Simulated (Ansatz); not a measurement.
# Ga4P: one candidate of a structure search

Where does this trial cell of Ga4P go when cell and atoms are let free?

Method: DFT PBE, scalar-relativistic, plane waves, PAW, in Ansatz 0.2.0.

## (1) Starting point

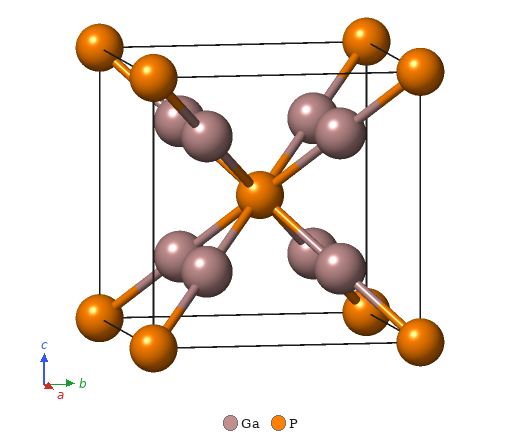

Start, viewed slightly off an axis; gallium pink, phosphorus orange. Atoms on the faces are drawn again on the opposite ones. The cell drawn here is the conventional one.

As a file:

```cif
data_structure
_symmetry_space_group_name_H-M 'P 1'
_symmetry_Int_Tables_number 1
_cell_length_a 4.8939
_cell_length_b 4.8939
_cell_length_c 4.8939
_cell_angle_alpha 109.471
_cell_angle_beta 109.471
_cell_angle_gamma 109.471
_cell_volume 90.23
loop_
_atom_site_label
_atom_site_type_symbol
_atom_site_fract_x
_atom_site_fract_y
_atom_site_fract_z
_atom_site_occupancy
Ga1 Ga 0.00000 0.00000 0.50000 1
Ga2 Ga 0.50000 0.00000 0.00000 1
Ga3 Ga 0.50000 0.50000 0.50000 1
Ga4 Ga 0.00000 0.50000 0.00000 1
P1 P 0.00000 0.00000 0.00000 1
```

Recipe of the guess: species swapped into a database cell of NiHg4 (Im-3m, No. 229), with P on the Ni sites and Ga on the Hg sites. Its size is a rough estimate.

## (2) The guess as it stands, on a coarse mesh

Input file input.yaml:

```yaml
crystal:
  lattice:
    - [-2.82548893, 2.82548893, 2.82548893]
    - [2.82548893, -2.82548893, 2.82548893]
    - [2.82548893, 2.82548893, -2.82548893]
  atoms:
    - { symbol: Ga, position: [0.0, 0.0, 0.5] }
    - { symbol: Ga, position: [0.5, 0.0, 0.0] }
    - { symbol: Ga, position: [0.5, 0.5, 0.5] }
    - { symbol: Ga, position: [0.0, 0.5, 0.0] }
    - { symbol: P, position: [0.0, 0.0, 0.0] }
basis:
  ecutwfc: 420
kpoints:
  mp_grid: { grid: [4, 4, 4] }
hamiltonian:
  xc: pbe
scf:
  occupations: { method: gaussian, width: 0.1 }
  lower_state_search: "off"
output:
  forces: true
  stress: true
  eigenvalues: true
```

Command:

```sh
> ansatz run input.yaml --threads 1 --pin off --max-ram 2560MiB --backend cpu --events-out ev --progress --plain --runs-dir out
```

Output, cut to the lines that bear on the results:

```text
[...]
SCF converged after 7 iterations
Free energy (F): -15886.454449 eV
[...]
E sigma→0 (E₀):  -15886.448751 eV
Entropy (-TS):   -0.011395 eV (-2.279 meV/atom)
Fermi energy:    9.827009 eV
[...]
--- Forces (eV/Å), atoms counted from 1 ---
  atom   1  Ga     0.00000000    -0.00000000    -0.00000000
  atom   2  Ga     0.00000000    -0.00000000     0.00000000
  atom   3  Ga     0.00000000     0.00000000     0.00000000
  atom   4  Ga     0.00000000    -0.00000000     0.00000000
  atom   5  P     -0.00000000     0.00000000    -0.00000000
[...]
--- Stress (GPa, compression-positive) ---
        9.239150       0.000000      -0.000000
       -0.000000       9.239150      -0.000000
       -0.000000       0.000000       9.239150
  P = ⅓ Tr σ = 9.2392 GPa (92.392 kbar)
--- Band table (eV; the first three rows and the last of 8) ---
[...]
```

Run time: 3.2 s. Hardware: 1 thread of AMD EPYC (Zen 3), shared host; peak memory 0.36 GiB.

Read-out: pressure 9.2 GPa, largest force 0.00 eV/Å, gap on this mesh none (metal). A guess like this is first relaxed loosely on the coarse mesh.

## (3) Rough relaxation on the coarse mesh

input.yaml: that of step 2 with these lines changed.

```diff
@@ -24 +24,6 @@
   eigenvalues: true
+relax:
+  adjacent_minimum: "off"
+  f_tol: 0.04
+  max_steps: 70
+  cell: { stress_tol: 0.4 }
```

Command:

```sh
> ansatz run input.yaml --threads 1 --pin off --max-ram 2560MiB --backend cpu --events-out ev --progress --plain --runs-dir out
```

Output:

```text
Warning: RAYON_NUM_THREADS=1 ignored (pool sized by the plan → 1); use --threads N
Engine: ansatz 0.2.0, x86_64-unknown-linux-gnu
Pseudopotentials: kind: paw
Pseudopotential: Ga, paw, valence charge 13, recommended cutoff 420 eV (normal), Ga.paw.azcp
Pseudopotential: P, paw, valence charge 5, recommended cutoff 420 eV (normal), P.paw.azcp
Functional definition: PBE
  parameter kappa = 0.804
  parameter beta = 0.06672455060314922
  exchange = pbe_x(kappa = kappa, mu = beta*pi^2/3)
  correlation = pbe_c(beta = beta)
Crystal: 5 atoms, lattice volume = 90.228 Å³
Basis set: ecut = 420 eV, 1745 PW (Γ), exchange–correlation on 72×72×72 points (8 copies of the dense FFT grid, shifted against one another)
Bands: 35, of which v1, the nominal top of the filled ones, is band 29 counted from 1 (28 counted from 0)
Symmetry: 48 space group operations
Space group: Im-3m (ITA 229), of the structure as read, at distance tolerance 4.5e-5 Å
k-points: 8 of 64
Non-local potential: Ga, projectors of the file, l = 0: 2, l = 1: 2, l = 2: 3, l = 3: 1
Non-local potential: P, projectors of the file, l = 0: 2, l = 1: 2, l = 2: 2
PAW form: soft (Blöchl's): semilocal exchange-correlation on the pseudo side does not see the compensation charge
PAW one-centre angular grid: Ga, 590 points (default); XC on 64 Gauss nodes
PAW one-centre angular grid: P, 110 points (default); XC on 64 Gauss nodes
Initial density: superposition of atomic densities (neutral atoms: chi_scale 0, normalization atom), corrected by the library's trained network
Initial wavefunctions: pseudopotential atomic-orbital guess
Functional: x = pbe(κ = 0.804, μ = 0.2195149727645171), c = pbe(β = 0.06672455060314922)
SCF iter   1: F=—  HF=-15886.459536 eV  |F-HF|=—  |Δ(HF+E_count)|=         —  Δρ=2.65e-3  dr2=1.84e-2  ethr=1.77e-3  ⟨swp⟩=7.0  Hψ=1118  notcnv=0
preconditioner: auto → Kerker (q_TF=auto, 2.527 Å⁻¹)  [metal: Δε(μ)=0.089 eV  Ē_g=15.205 eV  σ=0.100 eV  W_gap=0.43  n_scr=18 (ndim 8)  ℏωp=29.5 eV  f_vac=0.000  D(μ)=2.27/eV (n_scr^D=12)]
SCF iter   2: F=—  HF=-15886.456148 eV  |F-HF|=—  |Δ(HF+E_count)|=   3.39e-3  Δρ=1.51e-3  dr2=6.31e-3  ethr=3.22e-5  ⟨swp⟩=1.9  Hψ=381  notcnv=0
SCF iter   3: F=—  HF=-15886.454518 eV  |F-HF|=—  |Δ(HF+E_count)|=   1.63e-3  Δρ=4.56e-4  dr2=3.13e-4  ethr=1.11e-5  ⟨swp⟩=2.0  Hψ=324  notcnv=0
SCF iter   4: F=—  HF=-15886.454493 eV  |F-HF|=—  |Δ(HF+E_count)|=   2.50e-5  Δρ=2.83e-4  dr2=9.41e-5  ethr=5.50e-7  ⟨swp⟩=2.0  Hψ=498  notcnv=0
SCF iter   5: F=—  HF=-15886.454450 eV  |F-HF|=—  |Δ(HF+E_count)|=   4.30e-5  Δρ=7.80e-5  dr2=7.90e-6  ethr=1.65e-7  ⟨swp⟩=2.0  Hψ=499  notcnv=0
SCF iter   6: F=—  HF=-15886.454448 eV  |F-HF|=—  |Δ(HF+E_count)|=   1.35e-6  Δρ=2.30e-5  dr2=7.99e-7  ethr=1.39e-8  ⟨swp⟩=2.0  Hψ=338  notcnv=0
SCF iter   7: F=-15886.454449 eV  HF=-15886.454449 eV  |F-HF|=4.95e-9  |Δ(HF+E_count)|=   1.93e-7  Δρ=5.47e-6  dr2=3.14e-8  ethr=1.75e-10  ⟨swp⟩=7.6  Hψ=1487  notcnv=0
SCF 1 converged in 7 iterations: F = -15886.454449 eV  dr2 = 3.14e-8
relax step   1: F+E_penalty+E_count = -15886.45444861 eV  Δ(F+E_penalty+E_count) = +0.000e0 eV  max|allowed force component| = 9.940e-30 eV/Å  Δτ_max = 0.0000 Å  P = +9.239 GPa  Ω = 90.228 Å³  (7 SCF iters, dr2 threshold 1.00e-7 eV, accepted)
Crystal: 5 atoms, lattice volume = 98.544 Å³
Basis set: ecut = 420 eV, 1961 PW (Γ), exchange–correlation on 72×72×72 points (8 copies of the dense FFT grid, shifted against one another)
Initial density: handed on by an earlier stage of this run
Initial wavefunctions: those handed on with the density
iter 1 solved again at ethr=4.26e-5 eV; its pass at ethr=3.10e-3 eV (dr2=2.43e-2 eV) is discarded
SCF iter   1: F=—  HF=-15886.747884 eV  |F-HF|=—  |Δ(HF+E_count)|=         —  Δρ=3.51e-3  dr2=2.46e-2  ethr=4.26e-5  ⟨swp⟩=2.0  Hψ=1654  notcnv=0
preconditioner: auto → Resta (q_TF=auto, 2.490 Å⁻¹)  ε∞=4.6  [insulator: Δε(μ)=0.271 eV  Ē_g=14.940 eV  σ=0.100 eV  W_gap=0.60  n_scr=18 (ndim 8)  ℏωp=28.2 eV  f_vac=0.000  D(μ)=2.86/eV (n_scr^D=18)  ε∞_Penn≈4.6]
SCF iter   2: F=—  HF=-15886.741922 eV  |F-HF|=—  |Δ(HF+E_count)|=   5.96e-3  Δρ=1.71e-3  dr2=4.29e-3  ethr=4.26e-5  ⟨swp⟩=2.0  Hψ=353  notcnv=0
SCF iter   3: F=—  HF=-15886.741302 eV  |F-HF|=—  |Δ(HF+E_count)|=   6.20e-4  Δρ=6.19e-4  dr2=3.34e-4  ethr=7.52e-6  ⟨swp⟩=3.0  Hψ=532  notcnv=0
SCF iter   4: F=—  HF=-15886.741290 eV  |F-HF|=—  |Δ(HF+E_count)|=   1.13e-5  Δρ=3.18e-4  dr2=7.21e-5  ethr=5.86e-7  ⟨swp⟩=2.0  Hψ=503  notcnv=0
SCF iter   5: F=—  HF=-15886.741320 eV  |F-HF|=—  |Δ(HF+E_count)|=   2.92e-5  Δρ=6.56e-5  dr2=5.21e-6  ethr=1.26e-7  ⟨swp⟩=2.0  Hψ=509  notcnv=0
SCF iter   6: F=—  HF=-15886.741323 eV  |F-HF|=—  |Δ(HF+E_count)|=   3.57e-6  Δρ=1.85e-5  dr2=5.15e-7  ethr=9.15e-9  ⟨swp⟩=2.0  Hψ=510  notcnv=0
SCF iter   7: F=-15886.741324 eV  HF=-15886.741324 eV  |F-HF|=1.78e-8  |Δ(HF+E_count)|=   3.44e-7  Δρ=4.79e-6  dr2=1.88e-8  ethr=8.77e-10  ⟨swp⟩=7.0  Hψ=1277  notcnv=0
SCF 2 converged in 7 iterations: F = -15886.741324 eV  dr2 = 1.88e-8
relax step   2: F+E_penalty+E_count = -15886.74132352 eV  Δ(F+E_penalty+E_count) = -2.869e-1 eV  max|allowed force component| = 1.178e-29 eV/Å  Δτ_max = 0.0000 Å  P = +2.465 GPa  Ω = 98.544 Å³  energy of the carried Pulay correction = -2.551e-3 eV  (7 SCF iters, dr2 threshold 5.00e-7 eV, accepted)
Crystal: 5 atoms, lattice volume = 101.961 Å³
Basis set: ecut = 420 eV, 1985 PW (Γ), exchange–correlation on 72×72×72 points (8 copies of the dense FFT grid, shifted against one another)
iter 1 solved again at ethr=4.62e-6 eV; its pass at ethr=3.10e-3 eV (dr2=2.63e-3 eV) is discarded
SCF iter   1: F=—  HF=-15886.771914 eV  |F-HF|=—  |Δ(HF+E_count)|=         —  Δρ=1.19e-3  dr2=2.69e-3  ethr=4.62e-6  ⟨swp⟩=2.0  Hψ=1654  notcnv=0
preconditioner: auto → Resta (q_TF=auto, 2.476 Å⁻¹)  ε∞=4.5  [insulator: Δε(μ)=0.278 eV  Ē_g=14.783 eV  σ=0.100 eV  W_gap=0.70  n_scr=18 (ndim 8)  ℏωp=27.8 eV  f_vac=0.000  D(μ)=2.98/eV (n_scr^D=18)  ε∞_Penn≈4.5]
SCF iter   2: F=—  HF=-15886.771305 eV  |F-HF|=—  |Δ(HF+E_count)|=   6.09e-4  Δρ=6.05e-4  dr2=4.61e-4  ethr=4.62e-6  ⟨swp⟩=2.4  Hψ=429  notcnv=0
SCF iter   3: F=—  HF=-15886.771256 eV  |F-HF|=—  |Δ(HF+E_count)|=   4.87e-5  Δρ=2.28e-4  dr2=4.79e-5  ethr=8.09e-7  ⟨swp⟩=2.6  Hψ=508  notcnv=0
SCF iter   4: F=—  HF=-15886.771255 eV  |F-HF|=—  |Δ(HF+E_count)|=   1.24e-6  Δρ=1.09e-4  dr2=8.88e-6  ethr=8.41e-8  ⟨swp⟩=2.0  Hψ=507  notcnv=0
SCF iter   5: F=—  HF=-15886.771260 eV  |F-HF|=—  |Δ(HF+E_count)|=   4.63e-6  Δρ=2.29e-5  dr2=6.41e-7  ethr=1.56e-8  ⟨swp⟩=2.0  Hψ=509  notcnv=0
SCF iter   6: F=-15886.771260 eV  HF=-15886.771260 eV  |F-HF|=1.24e-8  |Δ(HF+E_count)|=   5.16e-7  Δρ=4.93e-6  dr2=3.80e-8  ethr=8.77e-10  ⟨swp⟩=6.2  Hψ=1215  notcnv=0
SCF 3 converged in 6 iterations: F = -15886.771260 eV  dr2 = 3.80e-8
relax step   3: F+E_penalty+E_count = -15886.77126031 eV  Δ(F+E_penalty+E_count) = -2.994e-2 eV  max|allowed force component| = 6.804e-30 eV/Å  Δτ_max = 0.0000 Å  P = +0.495 GPa  Ω = 101.961 Å³  energy of the carried Pulay correction = -3.535e-3 eV  (6 SCF iters, dr2 threshold 5.00e-7 eV, accepted)
Crystal: 5 atoms, lattice volume = 102.946 Å³
iter 1 solved again at ethr=1.05e-6 eV; its pass at ethr=3.10e-3 eV (dr2=5.96e-4 eV) is discarded
SCF iter   1: F=—  HF=-15886.772494 eV  |F-HF|=—  |Δ(HF+E_count)|=         —  Δρ=3.18e-4  dr2=1.92e-4  ethr=1.05e-6  ⟨swp⟩=2.0  Hψ=1353  notcnv=0
preconditioner: auto → Resta (q_TF=auto, 2.472 Å⁻¹)  ε∞=4.5  [insulator: Δε(μ)=0.260 eV  Ē_g=14.735 eV  σ=0.100 eV  W_gap=0.64  n_scr=18 (ndim 8)  ℏωp=27.6 eV  f_vac=0.000  D(μ)=2.93/eV (n_scr^D=18)  ε∞_Penn≈4.5]
SCF iter   2: F=—  HF=-15886.772463 eV  |F-HF|=—  |Δ(HF+E_count)|=   3.10e-5  Δρ=1.66e-4  dr2=3.36e-5  ethr=3.36e-7  ⟨swp⟩=2.6  Hψ=482  notcnv=0
SCF iter   3: F=—  HF=-15886.772461 eV  |F-HF|=—  |Δ(HF+E_count)|=   2.25e-6  Δρ=6.58e-5  dr2=4.03e-6  ethr=5.89e-8  ⟨swp⟩=2.0  Hψ=505  notcnv=0
SCF iter   4: F=—  HF=-15886.772460 eV  |F-HF|=—  |Δ(HF+E_count)|=   4.26e-7  Δρ=2.89e-5  dr2=7.06e-7  ethr=7.08e-9  ⟨swp⟩=2.0  Hψ=509  notcnv=0
SCF iter   5: F=-15886.772461 eV  HF=-15886.772461 eV  |F-HF|=3.44e-8  |Δ(HF+E_count)|=   3.94e-7  Δρ=6.99e-6  dr2=5.58e-8  ethr=8.77e-10  ⟨swp⟩=6.0  Hψ=1239  notcnv=0
SCF 4 converged in 5 iterations: F = -15886.772461 eV  dr2 = 5.58e-8
relax step   4: F+E_penalty+E_count = -15886.77246063 eV  Δ(F+E_penalty+E_count) = -1.200e-3 eV  max|allowed force component| = 5.259e-29 eV/Å  Δτ_max = 0.0000 Å  P = -0.011 GPa  Ω = 102.946 Å³  energy of the carried Pulay correction = -3.812e-3 eV  (5 SCF iters, dr2 threshold 5.00e-7 eV, accepted)
Initial wavefunctions: pseudopotential atomic-orbital guess (no wavefunctions were taken with the density)
iter 1 solved again at ethr=4.62e-7 eV; its pass at ethr=3.10e-3 eV (dr2=2.64e-4 eV) is discarded
SCF iter   1: F=—  HF=-15886.760819 eV  |F-HF|=—  |Δ(HF+E_count)|=         —  Δρ=1.31e-3  dr2=4.71e-5  ethr=4.62e-7  ⟨swp⟩=3.1  Hψ=1785  notcnv=0
preconditioner: auto → Resta (q_TF=auto, 2.472 Å⁻¹)  ε∞=4.5  [insulator: Δε(μ)=0.258 eV  Ē_g=14.731 eV  σ=0.100 eV  W_gap=0.63  n_scr=18 (ndim 8)  ℏωp=27.6 eV  f_vac=0.000  D(μ)=2.93/eV (n_scr^D=18)  ε∞_Penn≈4.5]
SCF iter   2: F=—  HF=-15886.772791 eV  |F-HF|=—  |Δ(HF+E_count)|=   1.20e-2  Δρ=6.65e-4  dr2=1.25e-5  ethr=8.26e-8  ⟨swp⟩=3.0  Hψ=552  notcnv=0
SCF iter   3: F=—  HF=-15886.776611 eV  |F-HF|=—  |Δ(HF+E_count)|=   3.82e-3  Δρ=9.23e-5  dr2=5.85e-7  ethr=2.20e-8  ⟨swp⟩=3.0  Hψ=522  notcnv=0
SCF iter   4: F=—  HF=-15886.776690 eV  |F-HF|=—  |Δ(HF+E_count)|=   7.93e-5  Δρ=1.36e-5  dr2=1.28e-7  ethr=1.03e-9  ⟨swp⟩=2.0  Hψ=509  notcnv=0
SCF iter   5: F=—  HF=-15886.776690 eV  |F-HF|=—  |Δ(HF+E_count)|=   1.07e-7  Δρ=5.12e-6  dr2=3.81e-8  ethr=2.24e-10  ⟨swp⟩=2.0  Hψ=488  notcnv=0
SCF iter   6: F=—  HF=-15886.776690 eV  |F-HF|=—  |Δ(HF+E_count)|=   3.66e-8  Δρ=2.13e-6  dr2=8.14e-9  ethr=6.69e-11  ⟨swp⟩=2.2  Hψ=371  notcnv=0
SCF iter   7: F=-15886.776690 eV  HF=-15886.776690 eV  |F-HF|=1.07e-10  |Δ(HF+E_count)|=   7.34e-9  Δρ=5.29e-7  dr2=4.99e-10  ethr=5.61e-12  ⟨swp⟩=7.1  Hψ=1154  notcnv=0
SCF 5 converged in 7 iterations: F = -15886.776690 eV  dr2 = 4.99e-10
relax step   5: F+E_penalty+E_count = -15886.77669019 eV  Δ(F+E_penalty+E_count) = -4.230e-3 eV  max|allowed force component| = 5.301e-29 eV/Å  Δτ_max = 0.0000 Å  P = +0.015 GPa  Ω = 102.946 Å³  stress off target by 1.49e-2 GPa  SCF on the basis re-selected at this cell (its energy is not comparable with the rows above)  (7 SCF iters)
basis re-selected at this cell: Δ(F+E_penalty+E_count) = -4.230e-3 eV, ΔP = +0.025 GPa vs the last step (what re-selecting the basis moved, of the pressure what is left beyond the Pulay correction that the steps carried, after the strain that the cell walked since its last selection, with what the two solves' SCF thresholds leave and, on support functions, any second-order correction that the steps lacked; it is no measure of the basis error at this ecutwfc). This SCF's stress stands 1.49e-2 GPa from its target on what of the cell is left free (relax.cell.stress_tol is 4.00e-1 GPa) and its largest allowed force component is 5.30e-29 eV/Å (relax.f_tol is 4.00e-2 eV/Å): within both
SCF converged after 7 iterations
Free energy (F): -15886.776690 eV
Harris-Foulkes:  -15886.776690 eV  (|F-HF|=1.07e-10)
Internal energy: -15886.762058 eV  (E = F + TS)
E sigma→0 (E₀):  -15886.769374 eV
Entropy (-TS):   -0.014632 eV (-2.926 meV/atom)
Fermi energy:    8.143803 eV
--- Per-component energies (eV) ---
  E_band       = -216.865651
  E_kinetic    = 527.613358
  E_local      = -7946.255656  (includes V_loc(G=0)·N_el)
  E_nonlocal   = 1723.542461
  E_hartree    = 3701.180095
  E_xc         = -337.595564
  E_vxc        = -291.559422  (∫ρ·V_xc dr)
  E_paw        = -8512.843387  (= ΣΔE_a)
  E_vpaw       = -1632.566900  (= ΣTr[D̂ρ^β])
  E_aug_tail   = -0.000404  (compensation charges beyond the density's cutoff)
  E_ewald      = -5042.402962
  E_smearing   = -0.014632  (= −TS)
  E_closure    = -0.000000  (closes the sum)
  Σ components = -15886.776690   (vs F -15886.776690, Δ=0.00e0)
--- Forces (eV/Å), atoms counted from 1 ---
  atom   1  Ga     0.00000000     0.00000000    -0.00000000
  atom   2  Ga     0.00000000     0.00000000    -0.00000000
  atom   3  Ga     0.00000000    -0.00000000     0.00000000
  atom   4  Ga     0.00000000    -0.00000000     0.00000000
  atom   5  P     -0.00000000     0.00000000     0.00000000
  max |Σ_I F_I| component: 1.81e-28 eV/Å
--- Stress (GPa, compression-positive) ---
        0.014858      -0.000000       0.000000
        0.000000       0.014858      -0.000000
        0.000000       0.000000       0.014858
  P = ⅓ Tr σ = 0.0149 GPa (0.149 kbar)
--- Band table (eV; the first three rows and the last of 8) ---
  k-point 0: bands = ["-7.2325", "-6.9059", "-6.9059", "-6.8098", "-6.8098", "-6.7949", "-6.7949", "-6.7949", "-6.7182", "-6.7182", "-6.7182", "-6.6745", "-6.6745", "-6.6745", "-6.6173", "-6.6173", "-6.6173", "-6.5298", "-6.5298", "-6.5298", "-4.3994", "2.7556", "3.0387", "3.0387", "3.0387", "4.7394", "4.7394", "4.7394", "7.4978", "7.4978", "7.4978", "11.3778", "11.3778", "13.1687", "13.1687"]
  k-point 1: bands = ["-7.1311", "-6.8855", "-6.8589", "-6.8121", "-6.7883", "-6.7801", "-6.7705", "-6.7633", "-6.7500", "-6.7232", "-6.7175", "-6.6945", "-6.6726", "-6.6709", "-6.6423", "-6.6278", "-6.6265", "-6.5917", "-6.5601", "-6.5589", "-4.1995", "0.7248", "2.2125", "3.1164", "3.4781", "4.0248", "6.1976", "6.5670", "7.5678", "8.0589", "9.2675", "11.0570", "11.2014", "12.7266", "13.1555"]
  k-point 2: bands = ["-6.9901", "-6.8607", "-6.8421", "-6.8128", "-6.7567", "-6.7507", "-6.7449", "-6.7244", "-6.7228", "-6.7205", "-6.7148", "-6.7128", "-6.7125", "-6.7055", "-6.6629", "-6.6608", "-6.6431", "-6.6406", "-6.6028", "-6.6021", "-3.9301", "-0.3255", "1.7776", "3.1199", "3.1826", "3.5809", "8.0914", "8.1194", "8.5924", "9.3289", "9.4559", "10.4342", "10.9378", "11.2911", "12.3082"]
  k-point 7: bands = ["-6.8800", "-6.8800", "-6.8800", "-6.8747", "-6.8747", "-6.8747", "-6.7208", "-6.7208", "-6.7208", "-6.6976", "-6.6976", "-6.6976", "-6.6848", "-6.6848", "-6.6848", "-6.6428", "-6.6018", "-6.6018", "-6.5249", "-6.5249", "-3.7681", "0.5350", "0.5350", "0.5350", "4.6118", "4.6118", "8.8123", "8.8822", "8.8822", "8.8822", "9.2904", "9.2904", "9.2904", "11.4077", "15.8055"]
--- Relaxed structure (4 steps of the walk, 4 accepted, 1 SCFs on fresh bases) ---
  F+E_penalty+E_count = -15886.77669019 eV   max|allowed force component| = 5.301e-29 eV/Å   (the final SCF, on the basis selected at the relaxed cell)
  cell:  # Å, volume = 102.9462 Å³
    - [-2.9524555952114353, 2.9524555952114353, 2.9524555952114353]
    - [2.9524555952114353, -2.9524555952114353, 2.9524555952114353]
    - [2.9524555952114353, 2.9524555952114353, -2.9524555952114353]
  atoms:
    - { symbol: Ga, position: [0.0, 0.0, 0.49999999999999994] }
    - { symbol: Ga, position: [0.49999999999999994, 0.0, 0.0] }
    - { symbol: Ga, position: [0.49999999999999994, 0.49999999999999994, 0.49999999999999994] }
    - { symbol: Ga, position: [0.0, 0.49999999999999994, 0.0] }
    - { symbol: P, position: [-1.56206220063948e-36, 1.278050891411438e-36, -5.3962148749673023e-36] }
```

Wall time 19 s (1 thread of AMD EPYC (Zen 3), shared host); peak memory 0.39 GiB.

Step by step:

```csv
step,energy from step 1 (eV/cell),largest force component (eV/Å),pressure (GPa),volume (Å³)
1,0.0000,0.0000,9.24,90.23
2,-0.2869,0.0000,2.46,98.54
3,-0.3168,0.0000,0.49,101.96
4,-0.3180,0.0000,-0.01,102.95
5,-0.3222,0.0000,0.01,102.95
```

Step 1 is the start. Step 5 repeats the geometry before it on a plane-wave basis chosen anew for that cell, so its energy need not be comparable with the rows above.

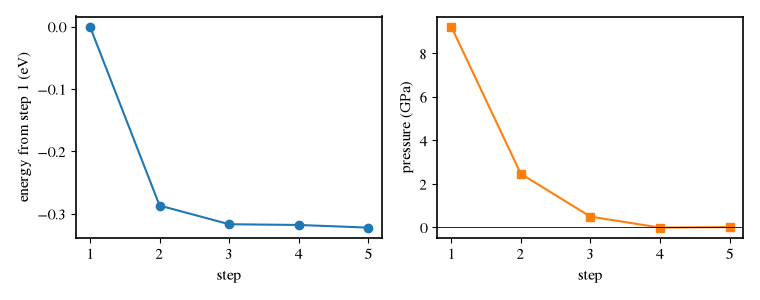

Energy and pressure along the relaxation.

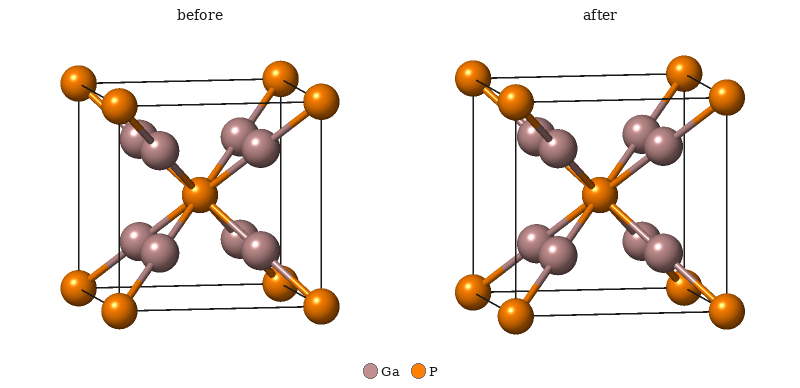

The structure before (left) and after (right) the relaxation, drawn at the same scale.

Lengths and angles in the start's conventional setting:

|  | before | after | change |
| --- | --- | --- | --- |
| a (Å) | 5.651 | 5.905 | +4.5 % |
| b (Å) | 5.651 | 5.905 | +4.5 % |
| c (Å) | 5.651 | 5.905 | +4.5 % |
| volume (Å³/atom) | 18.05 | 20.59 | +14.1 % |
| shortest distance (Å) | 2.447 | 2.557 | +4.5 % |
| space group (0.01 Å) | Im-3m | Im-3m | same |

Forces and stress were held to the start's 48 operations: a distortion of lower symmetry was not tested.

(Part 1 of 2 ends here.)
